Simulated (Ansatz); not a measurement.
Geometry relaxation of W (part 2 of 2)

The same run, continued: W (slab, 12 atoms in the cell); DFT PBE, scalar-relativistic, plane waves, PAW, no spin polarisation (Ansatz 0.2.0); cutoff 420 eV, 4×4×1 k-mesh, Gaussian smearing of 0.1 eV. The structure derives from an entry of the Crystallography Open Database. The input holds or restrains some coordinates. It belongs to a series of runs on one base structure; here: clean slab, lower planes held.

**Output, continued**
```
--- Per-component energies (eV) ---
  E_band       = -4030.632007
  E_kinetic    = 5369.182587
  E_local      = -152555.842356  (includes V_loc(G=0)·N_el)
  E_nonlocal   = 15.997166
  E_hartree    = 73740.241134
  E_xc         = -3185.192191
  E_vxc        = -2841.508720  (∫ρ·V_xc dr)
  E_paw        = -102749.794718  (= ΣΔE_a)
  E_vpaw       = -1498.939095  (= ΣTr[D̂ρ^β])
  E_aug_tail   = -0.000726  (compensation charges beyond the density's cutoff)
  E_efield     = 0.000000  (sawtooth field / dipole correction)
  E_vefield    = -0.001049  (∫n·V_field dr)
  E_ewald      = 54759.524359
  E_smearing   = -0.064536  (= −TS)
  E_closure    = -0.000000  (closes the sum)
  Σ components = -124605.949283   (vs F -124605.949283, Δ=0.00e0)
--- Forces (eV/Å), atoms counted from 1 ---
  atom   1  W      0.00000000    -0.00000000     0.00148506
  atom   2  W      0.00000000    -0.00000000     0.00148506
  atom   3  W      0.00000000    -0.00000000     0.00148506
  atom   4  W      0.00000000    -0.00000000     0.00148506
  atom   5  W     -0.00000000     0.00000000     0.00496941
  atom   6  W     -0.00000000     0.00000000     0.00496941
  atom   7  W      0.00000000     0.00000000     0.00496941
  atom   8  W      0.00000000     0.00000000     0.00496941
  atom   9  W      0.00000000     0.00000000    -0.00644068
  atom  10  W      0.00000000     0.00000000    -0.00644068
  atom  11  W      0.00000000    -0.00000000    -0.00644068
  atom  12  W     -0.00000000    -0.00000000    -0.00644068
  max |Σ_I F_I| component: 5.52e-5 eV/Å
--- Band table (eV; the first three rows and the last of 7) ---
  k-point 0: bands = ["-69.9017", "-69.8172", "-69.8172", "-69.7831", "-69.7467", "-69.7254", "-69.6853", "-69.6853", "-69.6848", "-69.6848", "-69.6392", "-69.6262", "-34.7863", "-34.7863", "-34.7414", "-34.6582", "-34.5590", "-34.5590", "-34.3874", "-34.3563", "-34.3333", "-34.3333", "-34.3306", "-34.3143", "-34.1710", "-34.0628", "-34.0628", "-33.9981", "-33.9981", "-33.9915", "-33.9630", "-33.9048", "-33.8747", "-33.8747", "-33.8514", "-33.6477", "-33.6392", "-33.6392", "-33.6243", "-33.6164", "-33.5385", "-33.4771", "-33.4771", "-33.4468", "-33.4090", "-33.4090", "-33.3625", "-33.3622", "-4.5371", "-2.3881", "-1.8156", "-1.5313", "-1.5313", "-1.4720", "-1.2009", "-1.2009", "-0.9293", "-0.8832", "-0.0380", "-0.0380", "0.0162", "0.9126", "0.9622", "0.9622", "1.1527", "1.1527", "1.1899", "1.3644", "1.5305", "1.5305", "2.0816", "2.6408", "2.6408", "2.6795", "2.8844", "3.0958", "3.4873", "3.5793", "4.1010", "4.1478", "4.1478", "4.5234", "4.8571", "4.8912", "5.5422", "5.5422", "5.6705", "5.6705", "5.7432", "5.9690", "6.1667", "6.2008", "6.3451", "6.3451", "6.3560", "6.3560", "6.4214", "6.4547", "6.6355", "6.6828", "6.6828"]
  k-point 1: bands = ["-69.8898", "-69.8301", "-69.8124", "-69.7883", "-69.7377", "-69.7191", "-69.6941", "-69.6905", "-69.6784", "-69.6763", "-69.6459", "-69.6347", "-34.7440", "-34.6770", "-34.6709", "-34.6171", "-34.5234", "-34.5044", "-34.3934", "-34.3746", "-34.3198", "-34.2893", "-34.2381", "-34.2313", "-34.2115", "-34.1120", "-34.0936", "-34.0407", "-33.9854", "-33.9820", "-33.9602", "-33.9031", "-33.8549", "-33.8287", "-33.7812", "-33.7515", "-33.7128", "-33.6932", "-33.6582", "-33.6213", "-33.5779", "-33.5422", "-33.5318", "-33.4966", "-33.4651", "-33.4150", "-33.4117", "-33.4055", "-4.0173", "-1.8989", "-1.7328", "-1.2841", "-1.0617", "-1.0526", "-1.0496", "-0.8375", "-0.6856", "-0.5367", "-0.0728", "0.4918", "0.5480", "1.0001", "1.0886", "1.1770", "1.1850", "1.1890", "1.1950", "1.3098", "1.7467", "1.8661", "2.1016", "2.1145", "2.2483", "2.2671", "2.7386", "2.9938", "3.3491", "3.4826", "3.4957", "3.5996", "3.8527", "4.0379", "4.0752", "4.2017", "4.3490", "4.8196", "4.8424", "5.1833", "5.6019", "5.7842", "5.7950", "5.8123", "6.1045", "6.1370", "6.2073", "6.3000", "6.3823", "6.4700", "6.5056", "6.6049", "6.6737"]
  k-point 2: bands = ["-69.8604", "-69.8604", "-69.8005", "-69.8005", "-69.7160", "-69.7160", "-69.7044", "-69.7044", "-69.6622", "-69.6622", "-69.6554", "-69.6554", "-34.6508", "-34.6508", "-34.5227", "-34.5227", "-34.4414", "-34.4414", "-34.4286", "-34.4286", "-34.3561", "-34.3561", "-34.1634", "-34.1634", "-34.1307", "-34.1307", "-33.9823", "-33.9823", "-33.9597", "-33.9597", "-33.8939", "-33.8939", "-33.8904", "-33.8904", "-33.8790", "-33.8790", "-33.7505", "-33.7505", "-33.6797", "-33.6797", "-33.6414", "-33.6414", "-33.6140", "-33.6140", "-33.4390", "-33.4390", "-33.4222", "-33.4222", "-2.7641", "-2.7641", "-1.0659", "-1.0659", "-0.3626", "-0.3626", "-0.2742", "-0.2742", "-0.2677", "-0.2677", "0.1160", "0.1160", "0.9325", "0.9325", "1.1344", "1.1344", "1.1424", "1.1424", "1.6798", "1.6798", "1.7384", "1.7384", "2.0529", "2.0529", "2.4394", "2.4394", "2.7286", "2.7286", "2.8146", "2.8146", "3.0345", "3.0345", "3.3308", "3.3308", "3.4037", "3.4037", "4.4504", "4.4504", "4.7325", "4.7325", "4.8184", "4.8184", "5.1535", "5.1535", "5.7795", "5.7795", "5.9911", "5.9911", "6.1750", "6.1750", "6.2492", "6.2492", "6.4837"]
  k-point 6: bands = ["-69.8425", "-69.8425", "-69.8177", "-69.8177", "-69.6932", "-69.6932", "-69.6852", "-69.6852", "-69.6846", "-69.6846", "-69.6761", "-69.6761", "-34.5396", "-34.5396", "-34.5046", "-34.5046", "-34.3856", "-34.3856", "-34.2445", "-34.2445", "-34.1685", "-34.1685", "-34.1351", "-34.1351", "-34.0569", "-34.0569", "-34.0268", "-34.0268", "-33.9609", "-33.9609", "-33.8990", "-33.8990", "-33.8718", "-33.8718", "-33.8657", "-33.8657", "-33.8475", "-33.8475", "-33.7644", "-33.7644", "-33.7548", "-33.7548", "-33.6529", "-33.6529", "-33.6151", "-33.6151", "-33.6145", "-33.6145", "-2.1979", "-2.1979", "-0.6939", "-0.6939", "-0.3754", "-0.3754", "-0.1334", "-0.1334", "0.2250", "0.2250", "0.9933", "0.9933", "1.1267", "1.1267", "1.2908", "1.2908", "1.3885", "1.3885", "1.6989", "1.6989", "2.2712", "2.2712", "2.4131", "2.4131", "2.5622", "2.5622", "2.8692", "2.8692", "3.1818", "3.1818", "3.1983", "3.1983", "3.2132", "3.2132", "3.5172", "3.5172", "3.6170", "3.6170", "4.0111", "4.0111", "4.7097", "4.7097", "4.9376", "4.9376", "5.1308", "5.1308", "5.2209", "5.2209", "5.4162", "5.4162", "5.6066", "5.6066", "5.8717"]
--- Relaxed structure (4 steps of the walk, 4 accepted, 0 SCFs on fresh bases) ---
  F+E_penalty+E_count = -124605.94928256 eV   max|allowed force component| = 6.441e-3 eV/Å
  atoms:
    - { symbol: W, position: [0.25, 0.25, 0.39020142160000004] }
    - { symbol: W, position: [0.25000000000000006, 0.75, 0.39020142160000004] }
    - { symbol: W, position: [0.7500000000000002, 0.25, 0.39020142160000004] }
    - { symbol: W, position: [0.7500000000000002, 0.75, 0.39020142160000004] }
    - { symbol: W, position: [0.5, 0.5, 0.4965174669591127] }
    - { symbol: W, position: [0.5000000000000001, -1.0097419586828951e-28, 0.4965174669591127] }
    - { symbol: W, position: [0.0, 0.5, 0.4965174669591127] }
    - { symbol: W, position: [8.125334274491167e-34, 1.7041236226231086e-33, 0.4965174669591127] }
    - { symbol: W, position: [0.7500000000000002, 0.75, 0.602863145443429] }
    - { symbol: W, position: [0.7500000000000002, 0.25, 0.602863145443429] }
    - { symbol: W, position: [0.25000000000000006, 0.75, 0.602863145443429] }
    - { symbol: W, position: [0.25, 0.25, 0.602863145443429] }
```

**Trajectory as extended XYZ (Å, eV, eV/Å), 4 frames, from step=1 to step=4**
```
12
Lattice="5.5141 0.0000 0.0000 -1.8380 5.1987 0.0000 0.0000 0.0000 20.5022" Properties=species:S:1:pos:R:3:forces:R:3 step=1 energy=-124605.76644
W     0.9190    1.2997    8.0000    0.0000   0.0000   0.6240
W     0.0000    3.8990    8.0000    0.0000   0.0000   0.6240
W     3.6761    1.2997    8.0000    0.0000   0.0000   0.6240
W     2.7570    3.8990    8.0000    0.0000   0.0000   0.6240
W     1.8380    2.5994   10.2511    0.0000   0.0000   0.0000
W     2.7570    0.0000   10.2511    0.0000   0.0000   0.0000
W    -0.9190    2.5994   10.2511    0.0000   0.0000   0.0000
W     0.0000    0.0000   10.2511    0.0000   0.0000   0.0000
W     2.7570    3.8990   12.5022    0.0000   0.0000  -0.6240
W     3.6761    1.2997   12.5022    0.0000   0.0000  -0.6240
W     0.0000    3.8990   12.5022    0.0000   0.0000  -0.6240
W     0.9190    1.2997   12.5022    0.0000   0.0000  -0.6240
12
Lattice="5.5141 0.0000 0.0000 -1.8380 5.1987 0.0000 0.0000 0.0000 20.5022" Properties=species:S:1:pos:R:3:forces:R:3 step=2 energy=-124605.89668
W     0.9190    1.2997    8.0000    0.0000   0.0000  -0.0565
W     0.0000    3.8990    8.0000    0.0000   0.0000  -0.0565
W     3.6761    1.2997    8.0000    0.0000   0.0000  -0.0565
W     2.7570    3.8990    8.0000    0.0000   0.0000  -0.0565
W     1.8380    2.5994   10.1776    0.0000   0.0000  -0.4453
W     2.7570    0.0000   10.1776    0.0000   0.0000  -0.4453
W    -0.9190    2.5994   10.1776    0.0000   0.0000  -0.4453
W     0.0000    0.0000   10.1776    0.0000   0.0000  -0.4453
W     2.7570    3.8990   12.3038    0.0000   0.0000   0.5018
W     3.6761    1.2997   12.3038    0.0000   0.0000   0.5018
W     0.0000    3.8990   12.3038    0.0000   0.0000   0.5018
W     0.9190    1.2997   12.3038    0.0000   0.0000   0.5018
12
Lattice="5.5141 0.0000 0.0000 -1.8380 5.1987 0.0000 0.0000 0.0000 20.5022" Properties=species:S:1:pos:R:3:forces:R:3 step=3 energy=-124605.94820
W     0.9190    1.2997    8.0000    0.0000   0.0000   0.0134
W     0.0000    3.8990    8.0000    0.0000   0.0000   0.0134
W     3.6761    1.2997    8.0000    0.0000   0.0000   0.0134
W     2.7570    3.8990    8.0000    0.0000   0.0000   0.0134
W     1.8380    2.5994   10.1817    0.0000   0.0000  -0.0803
W     2.7570    0.0000   10.1817    0.0000   0.0000  -0.0803
W    -0.9190    2.5994   10.1817    0.0000   0.0000  -0.0803
W     0.0000    0.0000   10.1817    0.0000   0.0000  -0.0803
W     2.7570    3.8990   12.3536    0.0000   0.0000   0.0672
W     3.6761    1.2997   12.3536    0.0000   0.0000   0.0672
W     0.0000    3.8990   12.3536    0.0000   0.0000   0.0672
W     0.9190    1.2997   12.3536    0.0000   0.0000   0.0672
12
Lattice="5.5141 0.0000 0.0000 -1.8380 5.1987 0.0000 0.0000 0.0000 20.5022" Properties=species:S:1:pos:R:3:forces:R:3 step=4 energy=-124605.94928
W     0.9190    1.2997    8.0000    0.0000   0.0000   0.0015
W     0.0000    3.8990    8.0000    0.0000   0.0000   0.0015
W     3.6761    1.2997    8.0000    0.0000   0.0000   0.0015
W     2.7570    3.8990    8.0000    0.0000   0.0000   0.0015
W     1.8380    2.5994   10.1797    0.0000   0.0000   0.0050
W     2.7570    0.0000   10.1797    0.0000   0.0000   0.0050
W    -0.9190    2.5994   10.1797    0.0000   0.0000   0.0050
W     0.0000    0.0000   10.1797    0.0000   0.0000   0.0050
W     2.7570    3.8990   12.3600    0.0000   0.0000  -0.0064
W     3.6761    1.2997   12.3600    0.0000   0.0000  -0.0064
W     0.0000    3.8990   12.3600    0.0000   0.0000  -0.0064
W     0.9190    1.2997   12.3600    0.0000   0.0000  -0.0064
```

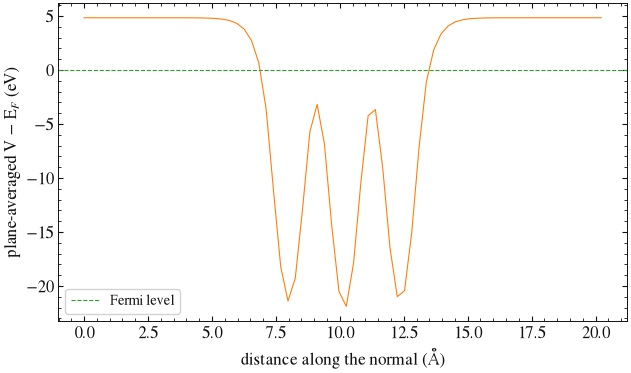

*Plane average of the electrostatic potential energy of an electron across the cell, from the Fermi level.*

The vacuum level lies 4.83 eV above the Fermi level.

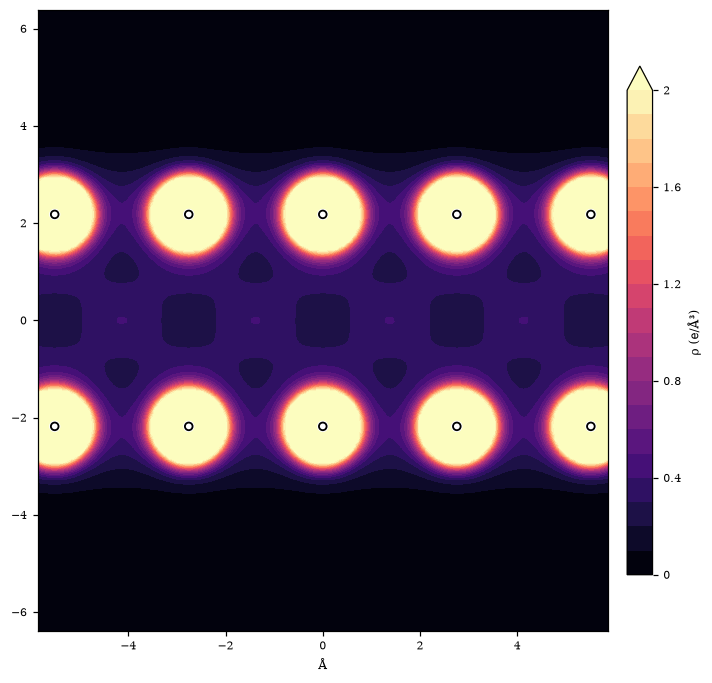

*Valence electron density on the (100) plane of the calculation cell, a cut from vacuum to vacuum. Circles mark the nuclei in the plane (W).*

The section cuts through W sites. W–W (2.76 Å): ρ is about 0.42 e/Å³ halfway. The density dies away to nearly zero in the vacuum. The fields are those of the smooth PAW valence density.

This output came from the following input.

**Input file**
```yaml
crystal:
  lattice:
    - [5.5140853218, 0.0, 0.0]
    - [-1.8380284406, 5.1987294974, 0.0]
    - [0.0, 0.0, 20.5022318122]
  atoms:
    - { symbol: W, position: [0.25, 0.25, 0.3902014216] }
    - { symbol: W, position: [0.25, 0.75, 0.3902014216] }
    - { symbol: W, position: [0.75, 0.25, 0.3902014216] }
    - { symbol: W, position: [0.75, 0.75, 0.3902014216] }
    - { symbol: W, position: [0.5, 0.5, 0.5] }
    - { symbol: W, position: [0.5, 0.0, 0.5] }
    - { symbol: W, position: [0.0, 0.5, 0.5] }
    - { symbol: W, position: [0.0, 0.0, 0.5] }
    - { symbol: W, position: [0.75, 0.75, 0.6097985784] }
    - { symbol: W, position: [0.75, 0.25, 0.6097985784] }
    - { symbol: W, position: [0.25, 0.75, 0.6097985784] }
    - { symbol: W, position: [0.25, 0.25, 0.6097985784] }
basis:
  ecutwfc: 420
kpoints:
  mp_grid: { grid: [4, 4, 1] }
hamiltonian:
  xc: pbe
scf:
  occupations: { method: gaussian, width: 0.1 }
output:
  forces: true
  eigenvalues: true
  write_density: true
  write_potential: true
  elf: true
  volumetric_format: npy
relax:
  adjacent_minimum: "off"
  f_tol: 0.03
  max_steps: 70
  constraints: [{ sites: [0, 1, 2, 3] }]
efield:
  axis: 3
  dipole_correction: true
  ramp_width: 0.04
```

Command:
```bash
ansatz run input.yaml --threads 4 --pin off --max-ram 10240MiB --backend cpu --events-out ev --progress --plain --runs-dir out
```

**Key numbers**

- outcome: converged under the restraints of the input
- electrons treated: 168
- free energy: −124605.9493 eV
- work function, top face: 4.83 eV
- work function, bottom face: 4.83 eV
- Fermi energy: 4.110 eV
- gap on the k-point mesh: none (metallic)
- final volume: 587.72 Å³
- work function (upper face): 4.83 eV
- largest force (length of the vector) at the end, held atoms and coordinates included: 0.006 eV/Å
- hardware: 4 threads of Arm Neoverse V1, 24 GiB of memory available, shared host
- wall time: 49 s (CPU time 3.2 min)
- peak memory: 1.5 GiB

The program warns: the exchange-correlation potential is rough where the density is thin. Spin–orbit coupling is left out, which matters for W.
